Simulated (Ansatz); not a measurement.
# Run report: Ga2O3, geometry relaxation (part 2 of 4)

Continued. System: Ga2O3 (R-3c, 10 atoms in the cell). Method: DFT, PBE, plane waves, PAW, no spin polarisation (Ansatz 0.2.0); cutoff 240 eV, 6×6×6 k-mesh, fixed occupations. The structure derives from an entry of the Crystallography Open Database. The run did not end well. The settings are looser than a standard set-up, so the numbers are not reference values.

Geometry of the input (Å; fractional positions):
```
2.5533  1.4742  4.5272
-2.5533  1.4742  4.5272
0.0000  -2.9483  4.5272
Ga 0.3534  0.3534  0.3534
Ga 0.1466  0.1466  0.1466
Ga 0.6466  0.6466  0.6466
Ga 0.8534  0.8534  0.8534
O  0.5521  0.9479  0.2500
O  0.2500  0.5521  0.9479
O  0.9479  0.2500  0.5521
O  0.4479  0.0521  0.7500
O  0.7500  0.4479  0.0521
O  0.0521  0.7500  0.4479
```

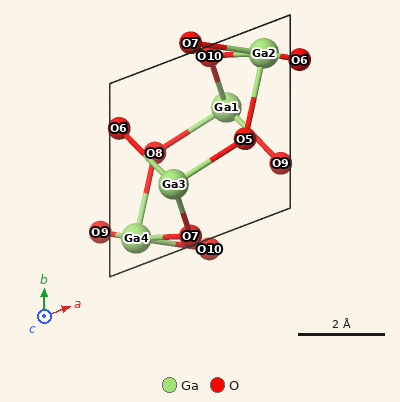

*The geometry at step 44 of the log (ball-and-stick view of the reduced cell, along the c axis; atoms are numbered from 1 in the order of the input).*

**Log, continued**
```
relax step  28: F+E_penalty+E_count = -18518.85346708 eV  Δ(F+E_penalty+E_count) = +8.300e-3 eV  max|allowed force component| = 2.481e-4 eV/Å  Δτ_max = 0.0000 Å  P = -0.015 GPa  Ω = 102.247 Å³  energy of the carried Pulay correction = -8.301e-3 eV  (3 SCF iters, dr2 threshold 8.69e-9 eV, accepted)
SCF 29 converged in 3 iterations: F = -18518.855516 eV  dr2 = 1.90e-10
relax step  29: F+E_penalty+E_count = -18518.85551564 eV  Δ(F+E_penalty+E_count) = -2.049e-3 eV  max|allowed force component| = 1.999e-5 eV/Å  Δτ_max = 0.0000 Å  P = +0.002 GPa  Ω = 102.245 Å³  energy of the carried Pulay correction = -6.252e-3 eV  (3 SCF iters, dr2 threshold 8.55e-10 eV, accepted)
SCF 30 converged in 6 iterations: F = -18518.855516 eV  dr2 = 7.82e-13
relax step  30: F+E_penalty+E_count = -18518.85551564 eV  Δ(F+E_penalty+E_count) = -5.093e-11 eV  max|allowed force component| = 1.331e-5 eV/Å  Δτ_max = 0.0000 Å  P = +0.056 GPa  Ω = 102.245 Å³  stress off target by 6.33e-2 GPa  SCF on the basis re-selected at this cell (its energy is not comparable with the rows above)  (6 SCF iters)
SCF 31 converged in 3 iterations: F = -18518.848938 eV  dr2 = 2.14e-9
relax step  31: F+E_penalty+E_count = -18518.84893763 eV  Δ(F+E_penalty+E_count) = +6.578e-3 eV  max|allowed force component| = 3.055e-4 eV/Å  Δτ_max = 0.0000 Å  P = +0.003 GPa  Ω = 102.251 Å³  energy of the carried Pulay correction = -6.579e-3 eV  (3 SCF iters, dr2 threshold 1.00e-8 eV, accepted)
SCF 32 converged in 7 iterations: F = -18518.869676 eV  dr2 = 2.92e-13
relax step  32: F+E_penalty+E_count = -18518.86967561 eV  Δ(F+E_penalty+E_count) = -2.074e-2 eV  max|allowed force component| = 1.133e-3 eV/Å  Δτ_max = 0.0000 Å  P = -0.027 GPa  Ω = 102.251 Å³  stress off target by 5.95e-2 GPa  SCF on the basis re-selected at this cell (its energy is not comparable with the rows above)  (7 SCF iters)
SCF 33 converged in 3 iterations: F = -18518.872680 eV  dr2 = 2.56e-9
relax step  33: F+E_penalty+E_count = -18518.87267995 eV  Δ(F+E_penalty+E_count) = -3.004e-3 eV  max|allowed force component| = 8.975e-4 eV/Å  Δτ_max = 0.0001 Å  P = -0.003 GPa  Ω = 102.248 Å³  energy of the carried Pulay correction = +3.003e-3 eV  (3 SCF iters, dr2 threshold 8.86e-9 eV, accepted)
SCF 34 converged in 6 iterations: F = -18518.858927 eV  dr2 = 3.68e-12
relax step  34: F+E_penalty+E_count = -18518.85892655 eV  Δ(F+E_penalty+E_count) = +1.375e-2 eV  max|allowed force component| = 1.046e-3 eV/Å  Δτ_max = 0.0000 Å  P = +0.041 GPa  Ω = 102.248 Å³  stress off target by 4.54e-2 GPa  SCF on the basis re-selected at this cell (its energy is not comparable with the rows above)  (6 SCF iters)
SCF 35 converged in 3 iterations: F = -18518.853831 eV  dr2 = 2.45e-9
relax step  35: F+E_penalty+E_count = -18518.85383101 eV  Δ(F+E_penalty+E_count) = +5.096e-3 eV  max|allowed force component| = 1.107e-4 eV/Å  Δτ_max = 0.0000 Å  P = -0.000 GPa  Ω = 102.253 Å³  energy of the carried Pulay correction = -5.096e-3 eV  (3 SCF iters, dr2 threshold 5.16e-9 eV, accepted)
SCF 36 converged in 6 iterations: F = -18518.867587 eV  dr2 = 2.72e-12
relax step  36: F+E_penalty+E_count = -18518.86758665 eV  Δ(F+E_penalty+E_count) = -1.376e-2 eV  max|allowed force component| = 3.826e-4 eV/Å  Δτ_max = 0.0000 Å  P = -0.023 GPa  Ω = 102.253 Å³  stress off target by 6.28e-2 GPa  SCF on the basis re-selected at this cell (its energy is not comparable with the rows above)  (6 SCF iters)
SCF 37 converged in 3 iterations: F = -18518.870463 eV  dr2 = 2.55e-9
relax step  37: F+E_penalty+E_count = -18518.87046331 eV  Δ(F+E_penalty+E_count) = -2.877e-3 eV  max|allowed force component| = 7.761e-5 eV/Å  Δτ_max = 0.0001 Å  P = +0.001 GPa  Ω = 102.250 Å³  energy of the carried Pulay correction = +2.875e-3 eV  (3 SCF iters, dr2 threshold 9.87e-9 eV, accepted)
SCF 38 converged in 7 iterations: F = -18518.842575 eV  dr2 = 6.72e-13
relax step  38: F+E_penalty+E_count = -18518.84257450 eV  Δ(F+E_penalty+E_count) = +2.789e-2 eV  max|allowed force component| = 5.218e-4 eV/Å  Δτ_max = 0.0000 Å  P = +0.106 GPa  Ω = 102.250 Å³  stress off target by 1.73e-1 GPa  SCF on the basis re-selected at this cell (its energy is not comparable with the rows above)  (7 SCF iters)
SCF 39 converged in 3 iterations: F = -18518.829487 eV  dr2 = 1.95e-8
relax step  39: F+E_penalty+E_count = -18518.82948702 eV  Δ(F+E_penalty+E_count) = +1.309e-2 eV  max|allowed force component| = 3.949e-4 eV/Å  Δτ_max = 0.0001 Å  P = -0.001 GPa  Ω = 102.263 Å³  energy of the carried Pulay correction = -1.309e-2 eV  (3 SCF iters, dr2 threshold 7.47e-8 eV, accepted)
SCF 40 converged in 7 iterations: F = -18518.876719 eV  dr2 = 2.55e-12
relax step  40: F+E_penalty+E_count = -18518.87671873 eV  Δ(F+E_penalty+E_count) = -4.723e-2 eV  max|allowed force component| = 1.389e-3 eV/Å  Δτ_max = 0.0000 Å  P = -0.106 GPa  Ω = 102.263 Å³  stress off target by 1.75e-1 GPa  SCF on the basis re-selected at this cell (its energy is not comparable with the rows above)  (7 SCF iters)
SCF 41 converged in 3 iterations: F = -18518.889962 eV  dr2 = 3.59e-8
relax step  41: F+E_penalty+E_count = -18518.88996166 eV  Δ(F+E_penalty+E_count) = -1.324e-2 eV  max|allowed force component| = 3.928e-4 eV/Å  Δτ_max = 0.0002 Å  P = +0.002 GPa  Ω = 102.250 Å³  energy of the carried Pulay correction = +1.324e-2 eV  (3 SCF iters, dr2 threshold 7.69e-8 eV, accepted)
SCF 42 converged in 7 iterations: F = -18518.842770 eV  dr2 = 2.76e-12
relax step  42: F+E_penalty+E_count = -18518.84276951 eV  Δ(F+E_penalty+E_count) = +4.719e-2 eV  max|allowed force component| = 9.120e-4 eV/Å  Δτ_max = 0.0000 Å  P = +0.108 GPa  Ω = 102.250 Å³  stress off target by 1.69e-1 GPa  SCF on the basis re-selected at this cell (its energy is not comparable with the rows above)  (7 SCF iters)
SCF 43 converged in 3 iterations: F = -18518.829533 eV  dr2 = 3.20e-8
relax step  43: F+E_penalty+E_count = -18518.82953347 eV  Δ(F+E_penalty+E_count) = +1.324e-2 eV  max|allowed force component| = 2.870e-4 eV/Å  Δτ_max = 0.0002 Å  P = +0.001 GPa  Ω = 102.263 Å³  energy of the carried Pulay correction = -1.324e-2 eV  (3 SCF iters, dr2 threshold 7.10e-8 eV, accepted)
SCF 44 converged in 7 iterations: F = -18518.876763 eV  dr2 = 2.92e-12
relax step  44: F+E_penalty+E_count = -18518.87676300 eV  Δ(F+E_penalty+E_count) = -4.723e-2 eV  max|allowed force component| = 1.293e-3 eV/Å  Δτ_max = 0.0000 Å  P = -0.105 GPa  Ω = 102.263 Å³  stress off target by 1.77e-1 GPa  SCF on the basis re-selected at this cell (its energy is not comparable with the rows above)  (7 SCF iters)
SCF 45 converged in 3 iterations: F = -18518.889876 eV  dr2 = 3.48e-8
relax step  45: F+E_penalty+E_count = -18518.88987567 eV  Δ(F+E_penalty+E_count) = -1.311e-2 eV  max|allowed force component| = 3.541e-4 eV/Å  Δτ_max = 0.0002 Å  P = +0.001 GPa  Ω = 102.250 Å³  energy of the carried Pulay correction = +1.310e-2 eV  (3 SCF iters, dr2 threshold 7.80e-8 eV, accepted)
SCF 46 converged in 7 iterations: F = -18518.849984 eV  dr2 = 2.26e-12
relax step  46: F+E_penalty+E_count = -18518.84998406 eV  Δ(F+E_penalty+E_count) = +3.989e-2 eV  max|allowed force component| = 5.121e-4 eV/Å  Δτ_max = 0.0000 Å  P = +0.085 GPa  Ω = 102.250 Å³  stress off target by 1.64e-1 GPa  SCF on the basis re-selected at this cell (its energy is not comparable with the rows above)  (7 SCF iters)
SCF 47 converged in 3 iterations: F = -18518.839629 eV  dr2 = 2.00e-8
relax step  47: F+E_penalty+E_count = -18518.83962923 eV  Δ(F+E_penalty+E_count) = +1.035e-2 eV  max|allowed force component| = 8.196e-5 eV/Å  Δτ_max = 0.0001 Å  P = +0.001 GPa  Ω = 102.260 Å³  energy of the carried Pulay correction = -1.036e-2 eV  (3 SCF iters, dr2 threshold 6.75e-8 eV, accepted)
SCF 48 converged in 7 iterations: F = -18518.873147 eV  dr2 = 2.03e-12
relax step  48: F+E_penalty+E_count = -18518.87314746 eV  Δ(F+E_penalty+E_count) = -3.352e-2 eV  max|allowed force component| = 8.858e-4 eV/Å  Δτ_max = 0.0000 Å  P = -0.079 GPa  Ω = 102.260 Å³  stress off target by 1.44e-1 GPa  SCF on the basis re-selected at this cell (its energy is not comparable with the rows above)  (7 SCF iters)
SCF 49 converged in 3 iterations: F = -18518.883037 eV  dr2 = 1.40e-8
relax step  49: F+E_penalty+E_count = -18518.88303745 eV  Δ(F+E_penalty+E_count) = -9.890e-3 eV  max|allowed force component| = 1.512e-4 eV/Å  Δτ_max = 0.0001 Å  P = +0.001 GPa  Ω = 102.250 Å³  energy of the carried Pulay correction = +9.885e-3 eV  (3 SCF iters, dr2 threshold 5.21e-8 eV, accepted)
SCF 50 converged in 7 iterations: F = -18518.842251 eV  dr2 = 1.83e-12
relax step  50: F+E_penalty+E_count = -18518.84225088 eV  Δ(F+E_penalty+E_count) = +4.079e-2 eV  max|allowed force component| = 6.514e-4 eV/Å  Δτ_max = 0.0000 Å  P = +0.107 GPa  Ω = 102.250 Å³  stress off target by 1.69e-1 GPa  SCF on the basis re-selected at this cell (its energy is not comparable with the rows above)  (7 SCF iters)
SCF 51 converged in 3 iterations: F = -18518.828847 eV  dr2 = 2.83e-8
relax step  51: F+E_penalty+E_count = -18518.82884746 eV  Δ(F+E_penalty+E_count) = +1.340e-2 eV  max|allowed force component| = 1.279e-4 eV/Å  Δτ_max = 0.0001 Å  P = -0.001 GPa  Ω = 102.263 Å³  energy of the carried Pulay correction = -1.341e-2 eV  (3 SCF iters, dr2 threshold 7.15e-8 eV, accepted)
SCF 52 converged in 7 iterations: F = -18518.876079 eV  dr2 = 2.79e-12
relax step  52: F+E_penalty+E_count = -18518.87607918 eV  Δ(F+E_penalty+E_count) = -4.723e-2 eV  max|allowed force component| = 1.137e-3 eV/Å  Δτ_max = 0.0000 Å  P = -0.105 GPa  Ω = 102.263 Å³  stress off target by 1.77e-1 GPa  SCF on the basis re-selected at this cell (its energy is not comparable with the rows above)  (7 SCF iters)
SCF 53 converged in 3 iterations: F = -18518.889343 eV  dr2 = 3.12e-8
relax step  53: F+E_penalty+E_count = -18518.88934265 eV  Δ(F+E_penalty+E_count) = -1.326e-2 eV  max|allowed force component| = 2.629e-4 eV/Å  Δτ_max = 0.0002 Å  P = +0.003 GPa  Ω = 102.251 Å³  energy of the carried Pulay correction = +1.326e-2 eV  (3 SCF iters, dr2 threshold 7.79e-8 eV, accepted)
SCF 54 converged in 7 iterations: F = -18518.842151 eV  dr2 = 2.65e-12
relax step  54: F+E_penalty+E_count = -18518.84215112 eV  Δ(F+E_penalty+E_count) = +4.719e-2 eV  max|allowed force component| = 7.319e-4 eV/Å  Δτ_max = 0.0000 Å  P = +0.108 GPa  Ω = 102.251 Å³  stress off target by 1.68e-1 GPa  SCF on the basis re-selected at this cell (its energy is not comparable with the rows above)  (7 SCF iters)
SCF 55 converged in 3 iterations: F = -18518.828972 eV  dr2 = 2.87e-8
relax step  55: F+E_penalty+E_count = -18518.82897214 eV  Δ(F+E_penalty+E_count) = +1.318e-2 eV  max|allowed force component| = 7.330e-5 eV/Å  Δτ_max = 0.0001 Å  P = +0.001 GPa  Ω = 102.263 Å³  energy of the carried Pulay correction = -1.319e-2 eV  (3 SCF iters, dr2 threshold 7.04e-8 eV, accepted)
SCF 56 converged in 7 iterations: F = -18518.883482 eV  dr2 = 3.31e-12
relax step  56: F+E_penalty+E_count = -18518.88348218 eV  Δ(F+E_penalty+E_count) = -5.451e-2 eV  max|allowed force component| = 1.910e-3 eV/Å  Δτ_max = 0.0000 Å  P = -0.127 GPa  Ω = 102.263 Å³  stress off target by 1.80e-1 GPa  SCF on the basis re-selected at this cell (its energy is not comparable with the rows above)  (7 SCF iters)
SCF 57 converged in 3 iterations: F = -18518.899461 eV  dr2 = 5.05e-8
relax step  57: F+E_penalty+E_count = -18518.89946065 eV  Δ(F+E_penalty+E_count) = -1.598e-2 eV  max|allowed force component| = 1.706e-4 eV/Å  Δτ_max = 0.0002 Å  P = +0.002 GPa  Ω = 102.248 Å³  energy of the carried Pulay correction = +1.597e-2 eV  (3 SCF iters, dr2 threshold 8.12e-8 eV, accepted)
SCF 58 converged in 8 iterations: F = -18518.844992 eV  dr2 = 7.60e-14
relax step  58: F+E_penalty+E_count = -18518.84499186 eV  Δ(F+E_penalty+E_count) = +5.447e-2 eV  max|allowed force component| = 1.952e-3 eV/Å  Δτ_max = 0.0000 Å  P = +0.109 GPa  Ω = 102.248 Å³  stress off target by 1.66e-1 GPa  SCF on the basis re-selected at this cell (its energy is not comparable with the rows above)  (8 SCF iters)
SCF 59 converged in 3 iterations: F = -18518.831432 eV  dr2 = 3.98e-8
relax step  59: F+E_penalty+E_count = -18518.83143236 eV  Δ(F+E_penalty+E_count) = +1.356e-2 eV  max|allowed force component| = 1.469e-4 eV/Å  Δτ_max = 0.0002 Å  P = -0.001 GPa  Ω = 102.261 Å³  energy of the carried Pulay correction = -1.357e-2 eV  (3 SCF iters, dr2 threshold 6.91e-8 eV, accepted)
iter 1 solved again at ethr=6.62e-8 eV; its pass at ethr=3.10e-3 eV (dr2=5.83e-5 eV) is discarded
SCF iter   1: F=—  HF=-18518.872187 eV  |F-HF|=—  |Δ(HF+E_count)|=         —  Δρ=1.09e-4  dr2=4.60e-6  ethr=6.62e-8  ⟨swp⟩=3.5  Hψ=9712  notcnv=0  defer=256
SCF iter   2: F=—  HF=-18518.872247 eV  |F-HF|=—  |Δ(HF+E_count)|=   6.09e-5  Δρ=3.47e-5  dr2=3.25e-7  ethr=5.22e-9  ⟨swp⟩=2.0  Hψ=2956  notcnv=0  defer=190
SCF iter   3: F=—  HF=-18518.872248 eV  |F-HF|=—  |Δ(HF+E_count)|=   1.05e-7  Δρ=1.61e-5  dr2=1.09e-7  ethr=3.70e-10  ⟨swp⟩=2.0  Hψ=2893  notcnv=0  defer=190
SCF iter   4: F=—  HF=-18518.872248 eV  |F-HF|=—  |Δ(HF+E_count)|=   1.53e-8  Δρ=2.68e-6  dr2=6.09e-9  ethr=1.24e-10  ⟨swp⟩=2.0  Hψ=1995  notcnv=0  defer=190
SCF iter   5: F=—  HF=-18518.872248 eV  |F-HF|=—  |Δ(HF+E_count)|=   1.30e-9  Δρ=7.77e-7  dr2=6.12e-10  ethr=6.93e-12  ⟨swp⟩=2.0  Hψ=2898  notcnv=0  defer=190
SCF iter   6: F=—  HF=-18518.872248 eV  |F-HF|=—  |Δ(HF+E_count)|=  3.17e-10  Δρ=2.11e-7  dr2=6.44e-11  ethr=1.00e-12  ⟨swp⟩=3.0  Hψ=3160  notcnv=0  defer=190
SCF iter   7: F=-18518.872248 eV  HF=-18518.872248 eV  |F-HF|=3.64e-12  |Δ(HF+E_count)|=  2.91e-11  Δρ=3.97e-8  dr2=2.70e-12  ethr=1.00e-12  ⟨swp⟩=11.2  Hψ=9153  notcnv=0
SCF 60 converged in 7 iterations: F = -18518.872248 eV  dr2 = 2.70e-12
relax step  60: F+E_penalty+E_count = -18518.87224755 eV  Δ(F+E_penalty+E_count) = -4.082e-2 eV  max|allowed force component| = 8.168e-4 eV/Å  Δτ_max = 0.0000 Å  P = -0.080 GPa  Ω = 102.261 Å³  stress off target by 1.44e-1 GPa  SCF on the basis re-selected at this cell (its energy is not comparable with the rows above)  (7 SCF iters)
basis re-selected at this cell: Δ(F+E_penalty+E_count) = -4.082e-2 eV, ΔP = -0.080 GPa vs the last step (what re-selecting the basis moved, of the pressure what is left beyond the Pulay correction that the steps carried, after the strain that the cell walked since its last selection, with what the two solves' SCF thresholds leave and, on support functions, any second-order correction that the steps lacked; it is no measure of the basis error at this ecutwfc). This SCF's stress stands 1.44e-1 GPa from its target on what of the cell is left free (relax.cell.stress_tol is 1.00e-2 GPa) and its largest allowed force component is 8.17e-4 eV/Å (relax.f_tol is 1.00e-3 eV/Å): not within both, so this SCF does not close the relaxation
Step failed. What follows is not a result of the run: it is the report of the last solve that finished, which converged after 7 SCF iterations.
Free energy (F): -18518.872248 eV
Harris-Foulkes:  -18518.872248 eV  (|F-HF|=3.64e-12)
Internal energy: -18518.872248 eV  (E = F + TS)
E sigma→0 (E₀):  -18518.872248 eV
Fermi energy:    8.311429 eV
--- Per-component energies (eV) ---
  E_band       = -127.098715
  E_kinetic    = 1568.194003
  E_local      = -8760.679564  (includes V_loc(G=0)·N_el)
  E_nonlocal   = 2053.286396
  E_hartree    = 3949.198176
  E_xc         = -724.841442
  E_vxc        = -806.283484  (∫ρ·V_xc dr)
  E_paw        = -9003.392717  (= ΣΔE_a)
  E_vpaw       = -2079.938883  (= ΣTr[D̂ρ^β])
  E_aug_tail   = -0.073607  (compensation charges beyond the density's cutoff)
  E_ewald      = -7600.563492
  E_smearing   = -0.000000  (= −TS)
  E_closure    = 0.000000  (closes the sum)
  Σ components = -18518.872248   (vs F -18518.872248, Δ=0.00e0)
--- Forces (eV/Å), atoms counted from 1 ---
  atom   1  Ga    -0.00000000    -0.00000000     0.00081676
  atom   2  Ga     0.00000000    -0.00000000    -0.00081676
  atom   3  Ga     0.00000000     0.00000000    -0.00081676
  atom   4  Ga     0.00000000     0.00000000     0.00081676
  atom   5  O     -0.00023272     0.00000000     0.00000000
  atom   6  O      0.00011636    -0.00020154    -0.00000000
  atom   7  O      0.00011636     0.00020154     0.00000000
  atom   8  O      0.00023272    -0.00000000    -0.00000000
  atom   9  O     -0.00011636     0.00020154     0.00000000
  atom  10  O     -0.00011636    -0.00020154    -0.00000000
  max |Σ_I F_I| component: 9.28e-18 eV/Å
--- Stress (GPa, compression-positive) ---
       -0.048626      -0.000000      -0.000000
       -0.000000      -0.048626      -0.000000
       -0.000000      -0.000000      -0.144191
  P = ⅓ Tr σ = -0.0805 GPa (-0.805 kbar)
--- Band table (eV; the first three rows and the last of 32) ---
  k-point 0: bands = ["-10.6058", "-9.0238", "-9.0238", "-8.9068", "-8.9068", "-8.8334", "-5.8613", "-5.8613", "-5.8185", "-5.7875", "-5.7875", "-5.7258", "-5.7258", "-5.7001", "-5.7001", "-5.6513", "-5.6513", "-5.6235", "-5.6215", "-5.5568", "-5.5528", "-5.5528", "-5.3335", "-5.3335", "-4.7438", "-4.7438", "1.3937", "1.9046", "3.3644", "3.3644", "4.1801", "4.5439", "4.8350", "4.8350", "5.3783", "7.2694", "7.2694", "7.6530", "7.6530", "7.8606", "7.9675", "7.9675", "8.0028", "8.0028", "10.2554", "14.4215", "14.5608", "16.5313", "18.0241", "18.0241", "18.0417", "19.0352", "19.0352", "19.0902"]
  k-point 1: bands = ["-10.4937", "-9.0473", "-9.0084", "-9.0052", "-8.9201", "-8.8369", "-5.8373", "-5.8320", "-5.8066", "-5.7658", "-5.7584", "-5.7126", "-5.6906", "-5.6716", "-5.6705", "-5.6404", "-5.6256", "-5.6083", "-5.5780", "-5.5606", "-5.5602", "-5.4967", "-5.3365", "-5.3093", "-4.8233", "-4.7661", "1.5604", "1.8933", "2.9569", "3.8198", "3.9229", "4.7841", "5.1734", "5.4494", "5.8589", "6.5478", "7.1896", "7.3047", "7.5310", "7.6869", "7.7521", "7.7660", "8.1000", "8.1802", "11.2093", "14.3533", "14.8644", "16.2318", "17.1194", "17.9092", "18.7163", "18.8562", "19.5306", "19.7823"]
  k-point 2: bands = ["-10.1908", "-9.3449", "-9.0262", "-8.9944", "-8.9561", "-8.8837", "-5.8250", "-5.8190", "-5.7943", "-5.7589", "-5.7568", "-5.7187", "-5.7111", "-5.6960", "-5.6722", "-5.6561", "-5.6355", "-5.6027", "-5.5888", "-5.5707", "-5.5648", "-5.4408", "-5.3062", "-5.2685", "-5.0110", "-4.8826", "1.8061", "2.2431", "2.4119", "3.8061", "4.5499", "5.1342", "5.1870", "5.8846", "6.2421", "6.3415", "6.6286", "6.7989", "7.2461", "7.3459", "7.5813", "7.6295", "8.0555", "8.1966", "12.7295", "14.1955", "14.7985", "15.4032", "17.1106", "17.6111", "18.7028", "19.3539", "19.7545", "19.8316"]
```
